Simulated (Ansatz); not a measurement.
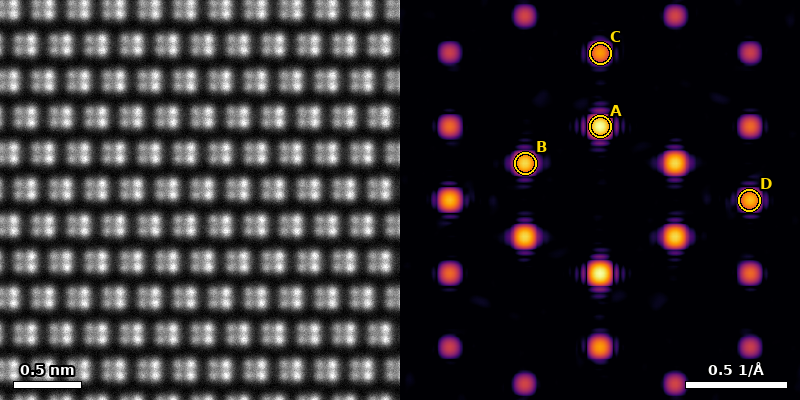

Integrated-DPC-like image of a crystal. Simulated as the projected potential of neutral atoms (B = 0.3 Å²) blurred by a 0.50 Å probe, the thin-sample limit of integrated differential phase contrast. Shot noise was added.

The right panel is the modulus of the image's Fourier transform on a logarithmic scale.

**Which lattice spacings do the marked spots stand for, and what angle do A and B enclose?**

A: 2.7 Å, B: 2.4 Å, C: 1.4 Å, D: 1.3 Å; A and B enclose about 64°.

The crystal is AlN (P6_3mc, No. 186) along [101]; the spots are (010), (-1 1 1), (020) and (2 -1 -2). Model: the end point of a relaxation with DFT PBE, scalar-relativistic, plane waves, PAW (Ansatz); the starting structure was generated, so it need not be a known form of this composition.
